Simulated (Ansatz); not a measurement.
Structure data:

```
W C
1.0
     4.56140    0.00000    0.00000
     0.00000    4.56140    0.00000
     0.00000    0.00000    4.56140
W C
4 4
Direct
  0.00000 0.00000 0.00000
  0.00000 0.50000 0.50000
  0.50000 0.00000 0.50000
  0.50000 0.50000 0.00000
  0.50000 0.00000 0.00000
  0.50000 0.50000 0.50000
  0.00000 0.00000 0.50000
  0.00000 0.50000 0.00000
```

**Say what kind of structure these coordinates give.**

Its composition is WC. Symmetry: Fm-3m (No. 225), face-centred cubic lattice. It adopts the structure known as rock salt (NaCl type). Counting shared atoms by their share gives 4 W, 4 C, or 8 atoms. The W atoms are each bonded to six C in an octahedral arrangement at 2.28 Å. The C atoms are each bonded to six W in an octahedral arrangement at 2.28 Å. Not all metal-metal contacts are counted. The bonds build a three-dimensional framework.

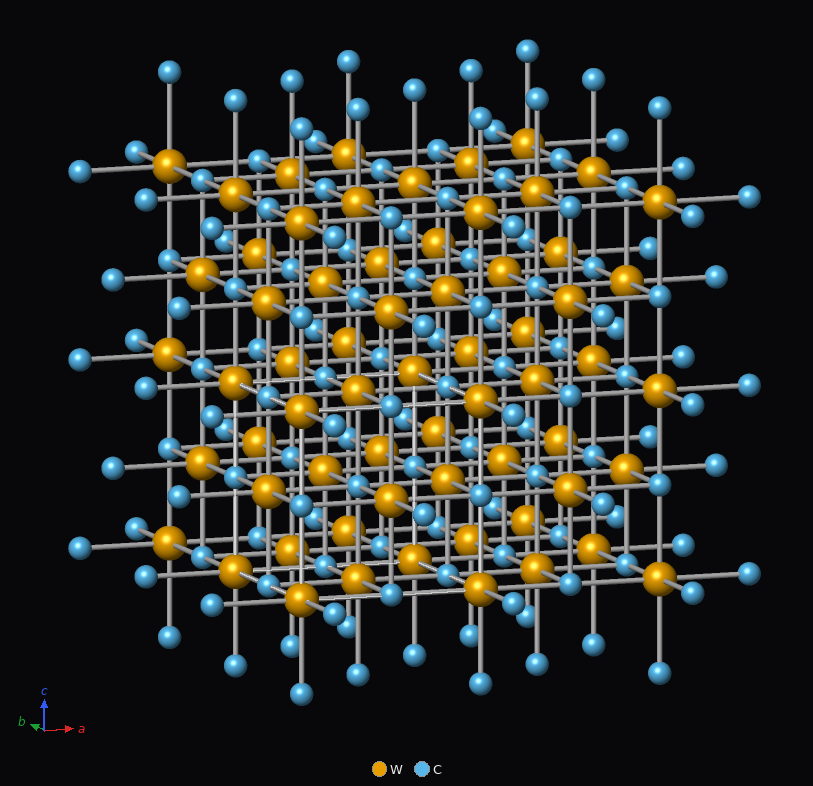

An orthographic ball-and-stick view of the structure, slightly off an axis. The conventional unit cell (solid box) is repeated to 2×2×2 cells. Some neighbours outside the box are added.

The starting point was a structure listed in the Materials Project. The cell was then strained or its atoms displaced on purpose. It was run through Ansatz as a DFT input.

At this level of theory the cell isn't at rest (stretched, at -41 GPa), so its distances can differ from those at equilibrium, the more so the softer the solid.
